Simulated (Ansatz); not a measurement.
## Run report: MoSe₂, single-point calculation (part 2 of 2)

MoSe₂ (6 atoms in the cell); DFT PBEsol+U, scalar-relativistic, plane waves, PAW, Ueff = 1 eV on Mo atom 1 d; Ueff = 1 eV on Mo atom 2 d, spin-polarised (Ansatz 0.2.0); cutoff 420 eV, 7×7×2 k-mesh, Gaussian smearing of 0.05 eV, collinear spins. The structure derives from an entry of the Crystallography Open Database. It belongs to a series of runs on one base structure; here: ferromagnetic start, free, natural orbitals of the symmetric run filled by rank.

Geometry of the input (Å; fractional positions):
```
3.2880  0.0000  0.0000
-1.6440  2.8475  0.0000
0.0000  0.0000  12.9000
Mo 0.3333  0.6667  0.2500
Mo 0.6667  0.3333  0.7500
Se 0.3333  0.6667  0.6250
Se 0.6667  0.3333  0.1250
Se 0.3333  0.6667  0.8750
Se 0.6667  0.3333  0.3750
```

```
SCF converged after 22 iterations
Magnetization: 0.0000 μB (46.0000 up, 46.0000 down)
Absolute magnetization: 0.0000 μB (∫|ρ↑−ρ↓|, with the PAW one-centre terms)
Spin contamination: 0.0000 ħ² per cell (⟨S²⟩ above its minimum at these occupations)
Per-site moments (μB) at R_I (Å): [(1.8955608420609385e-6, 1.0274317352800983), (1.8955608420597103e-6, 1.0274317352800983), (-7.690448235714244e-7, 1.0274317352800986), (-7.690448232999041e-7, 1.0274317352800983), (-7.69044823367278e-7, 1.0274317352800983), (-7.69044823279266e-7, 1.0274317352800986)]
Free energy (F): -31493.524106 eV
Harris-Foulkes:  -31493.524106 eV  (|F-HF|=4.73e-10)
Internal energy: -31493.524106 eV  (E = F + TS)
E sigma→0 (E₀):  -31493.524106 eV
Fermi energy:    12.923983 eV
--- Per-component energies (eV) ---
  E_band       = -1641.029045
  E_kinetic    = 1364.311531
  E_local      = -12159.372692  (includes V_loc(G=0)·N_el)
  E_nonlocal   = -2079.428754
  E_hartree    = 5754.190772
  E_xc         = -782.022207
  E_vxc        = -854.437382  (∫ρ·V_xc dr)
  E_hubbard    = 2.478071  (on-site DFT+U / exact-exchange correction)
  E_vhub       = -0.370179  (the Hubbard potential's part of the band-sum identity)
  E_paw        = -13759.764137  (= ΣΔE_a)
  E_vpaw       = 579.889473  (= ΣTr[D̂ρ^β])
  E_aug_tail   = -0.002313  (compensation charges beyond the density's cutoff)
  E_ewald      = -9838.366777
  E_core_change = 4.452400  (= ΣΔE_core)
  E_smearing   = -0.000000  (= −TS)
  E_closure    = -0.000000  (closes the sum)
  Σ components = -31493.524106   (vs F -31493.524106, Δ=0.00e0)
--- Specified on-site occupations, and those of the state reported ---
  electrons in the specified blocks: 4.2000 specified, 10.6526 found
  site 0 (l=d) ↓: largest change of an orbital's occupation 0.5666; electrons 0.1000 specified, 2.6632 found; spectral distance 1.1487
  site 1 (l=d) ↓: largest change of an orbital's occupation 0.5666; electrons 0.1000 specified, 2.6632 found; spectral distance 1.1487
  site 0 (l=d) ↑: largest change of an orbital's occupation 0.5215; electrons 2.0000 specified, 2.6632 found; spectral distance 1.0282
  site 1 (l=d) ↑: largest change of an orbital's occupation 0.5215; electrons 2.0000 specified, 2.6632 found; spectral distance 1.0282
--- Forces (eV/Å), atoms counted from 1 ---
  atom   1  Mo    -0.00000000     0.00000058     0.00000000
  atom   2  Mo     0.00000000    -0.00000058     0.00000000
  atom   3  Se     0.00000000    -0.00000012    -0.78655250
  atom   4  Se    -0.00000000     0.00000012    -0.78655250
  atom   5  Se     0.00000000    -0.00000012     0.78655250
  atom   6  Se    -0.00000000     0.00000012     0.78655250
  max |Σ_I F_I| component: 1.11e-16 eV/Å
--- Stress (GPa, compression-positive) ---
        1.247550       0.000000       0.000000
        0.000000       1.247551       0.000000
        0.000000       0.000000       6.868998
  P = ⅓ Tr σ = 3.1214 GPa (31.214 kbar)
--- Band table (eV; the first three rows and the last of 64) ---
  k-point 0 ↑: bands = ["-48.7232", "-48.7231", "-35.4807", "-35.4807", "-35.4807", "-35.4807", "-35.4802", "-35.4802", "-35.4802", "-35.4802", "-35.4404", "-35.4404", "-35.4402", "-35.4402", "-35.4389", "-35.4389", "-35.4387", "-35.4387", "-35.4242", "-35.4240", "-35.4209", "-35.4207", "-22.9275", "-22.9275", "-22.7480", "-22.7480", "-22.7480", "-22.7480", "-2.6431", "-2.4084", "-1.5274", "-1.1515", "5.7422", "6.7625", "9.1099", "9.4922", "9.4922", "9.5046", "9.5046", "10.5963", "10.5963", "10.6354", "10.6354", "11.3031", "11.5871", "12.4179", "14.8704", "14.8704", "14.9203", "14.9203", "15.1487", "15.1487", "15.3255", "15.3255", "17.5315", "17.9403", "20.2426", "20.4208"]
  k-point 1 ↑: bands = ["-48.7231", "-48.7231", "-35.4807", "-35.4807", "-35.4807", "-35.4807", "-35.4802", "-35.4802", "-35.4802", "-35.4802", "-35.4403", "-35.4403", "-35.4403", "-35.4403", "-35.4388", "-35.4388", "-35.4388", "-35.4388", "-35.4241", "-35.4241", "-35.4208", "-35.4208", "-22.9275", "-22.9275", "-22.7480", "-22.7480", "-22.7480", "-22.7480", "-2.5423", "-2.5423", "-1.3247", "-1.3247", "6.1681", "6.1681", "9.4983", "9.4983", "9.4983", "9.4983", "10.0572", "10.0572", "10.6158", "10.6158", "10.6158", "10.6158", "12.2278", "12.2278", "14.8871", "14.8871", "14.8871", "14.8871", "15.2449", "15.2449", "15.2449", "15.2449", "17.7680", "17.7680", "20.4125", "20.4125"]
  k-point 2 ↑: bands = ["-48.7184", "-48.7184", "-35.4805", "-35.4805", "-35.4803", "-35.4803", "-35.4799", "-35.4798", "-35.4794", "-35.4793", "-35.4405", "-35.4404", "-35.4403", "-35.4402", "-35.4394", "-35.4392", "-35.4390", "-35.4388", "-35.4238", "-35.4236", "-35.4204", "-35.4202", "-22.9152", "-22.9152", "-22.8023", "-22.8023", "-22.7601", "-22.7601", "-2.3582", "-2.1290", "-1.3719", "-1.0252", "6.0721", "7.0773", "8.6863", "8.8361", "8.8803", "9.6959", "9.7730", "9.8002", "10.1668", "10.2189", "10.6864", "11.3038", "11.7163", "11.9049", "14.2282", "14.3603", "14.6024", "14.6926", "14.7079", "14.9345", "15.2398", "15.3867", "18.8116", "19.2009", "20.6454", "21.3309"]
  k-point 31 ↓: bands = ["-48.7012", "-48.7012", "-35.4802", "-35.4802", "-35.4793", "-35.4793", "-35.4770", "-35.4770", "-35.4768", "-35.4768", "-35.4414", "-35.4414", "-35.4408", "-35.4408", "-35.4399", "-35.4399", "-35.4394", "-35.4394", "-35.4222", "-35.4222", "-35.4187", "-35.4187", "-22.9738", "-22.9738", "-22.8701", "-22.8701", "-22.8272", "-22.8272", "-1.0127", "-1.0127", "-0.5638", "-0.5638", "6.6732", "6.6732", "7.4260", "7.4260", "8.0490", "8.0490", "8.8744", "8.8744", "9.8012", "9.8012", "10.5183", "10.5183", "11.2302", "11.2302", "13.7530", "13.7530", "14.1480", "14.1480", "15.0307", "15.0307", "16.2107", "16.2107", "19.1518", "19.1518", "20.2343", "20.2343"]
Occupation matrices written to [file]
--- Löwdin populations: 6 sites ---
  site symbol       q [e]    m [muB]
     0     Mo     13.8031     0.0000
     1     Mo     13.8031     0.0000
     2     Se     16.0119    -0.0000
     3     Se     16.0119    -0.0000
     4     Se     16.0119    -0.0000
     5     Se     16.0119    -0.0000
  spilling = 0.003764 (of n_electrons = 92.000000)
--- Occupation matrices: 2 shells (run DFT+U table (all-electron-ortho-atomic); ε = 6.47e-4) ---
  Mo0 d_4D: site group D3h (-6m2)
  Mo0 d_4D up     Tr n = 2.6632  λ = 0.497 0.497 0.541 0.541 0.587  [2× xz 0.50 E''(1.00) | 2× x2-y2 0.50 E'(1.00) | z2 1.00 A1'(1.00)]
  Mo0 d_4D dn     Tr n = 2.6632  λ = 0.497 0.497 0.541 0.541 0.587  [2× xz 0.50 E''(1.00) | 2× x2-y2 0.50 E'(1.00) | z2 1.00 A1'(1.00)]
  specified occupation → Mo0 d_4D up: matrix, ‖Δ‖_F = 1.0282, Tr Δ = -0.6632, displaced = 1.1435, d_λ = 1.0282; orbital distance = 0.7071
  specified occupation → Mo0 d_4D dn: matrix, ‖Δ‖_F = 1.1487, Tr Δ = -2.5632, displaced = 1.2816, d_λ = 1.1487; orbital distance = 0.0000
  Mo1 d_4D: site group D3h (-6m2)
  Mo1 d_4D up     Tr n = 2.6632  λ = 0.497 0.497 0.541 0.541 0.587  [2× xz 0.50 E''(1.00) | 2× x2-y2 0.50 E'(1.00) | z2 1.00 A1'(1.00)]
  Mo1 d_4D dn     Tr n = 2.6632  λ = 0.497 0.497 0.541 0.541 0.587  [2× xz 0.50 E''(1.00) | 2× x2-y2 0.50 E'(1.00) | z2 1.00 A1'(1.00)]
  specified occupation → Mo1 d_4D up: matrix, ‖Δ‖_F = 1.0282, Tr Δ = -0.6632, displaced = 1.1435, d_λ = 1.0282; orbital distance = 0.7071
  specified occupation → Mo1 d_4D dn: matrix, ‖Δ‖_F = 1.1487, Tr Δ = -2.5632, displaced = 1.2816, d_λ = 1.1487; orbital distance = 0.0000
  Tr n, λ and their labels are of the run-group-symmetrised matrices; stabiliser: 48 of 48 elements of G0×{1,Θ} (closed), max defect 3.3e-6 at τ = 1.4e-4
```

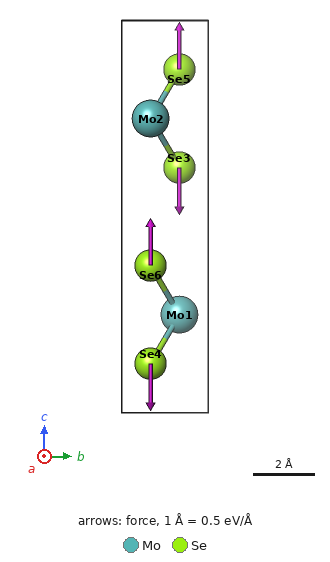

Figure 1. Forces on the atoms as pink arrows (ball-and-stick view of the cell of the calculation, along the a axis; atoms are numbered from 1 in the order of the input). The largest act on all 4 Se atoms (0.79 eV/Å). The geometry is not a stationary point of this energy.

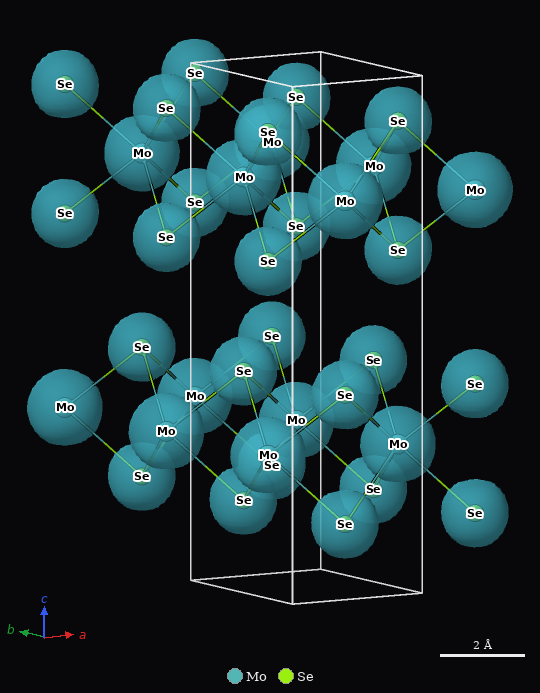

Figure 2. Isosurface of the valence pseudo-density at 1 e/Å³ (cyan), seen at an oblique angle. Sticks mark near contacts. The outline is the cell set on symmetry axes. At this value the density breaks into separate islands; it holds about 70 % of the electrons treated as valence (semicore included). It is pinched off along the Mo–Se (2.49 Å) contacts. On the grid the lowest density along these lines, outside the cores, is 0.56 e/Å³ (Mo–Se, 2.49 Å). In a PAW calculation such maps are meaningful between the atoms, not at the nuclei.

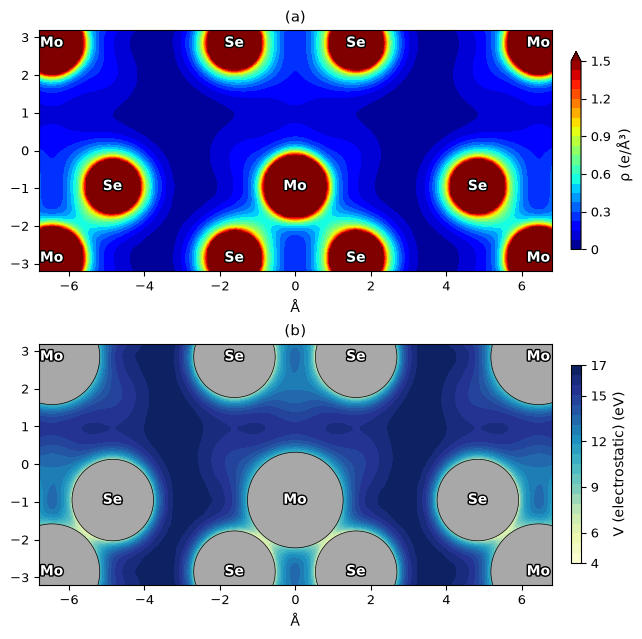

Figure 3. (a) valence electron density; (b) electrostatic potential energy of an electron on the (110) plane of the conventional cell. Grey discs, where drawn, cover atomic cores. Atoms in the plane: Mo and Se. Mo–Se (2.49 Å): the density is about 0.57 e/Å³ at the midpoint. Away from the nuclei the density in this plane falls to 0.02 e/Å³ at its lowest. Outside the cores the potential energy rises away from the atoms and is highest about 2.0 Å from the nearest atoms; outside the discs it spans about 12 eV, and its zero is arbitrary.

## Key numbers

```csv
quantity,value
outcome,converged
space group (tolerance 0.01 Å),P6₃/mmc (194)
electrons treated,92
free energy,−31493.5241 eV
Fermi energy,12.924 eV
gap on the k-point mesh,1.02 eV
net moment of the cell,0.00 μB
integrated absolute moment,0.00 μB
pressure,3.12 GPa
largest force (length of the vector),0.787 eV/Å
wall time,13 s (CPU time 48 s)
peak memory,0.84 GiB
```

## Remarks

Warnings of the run: some starting moments were not kept; the typed occupations were not kept; the occupation matrices lower the symmetry.
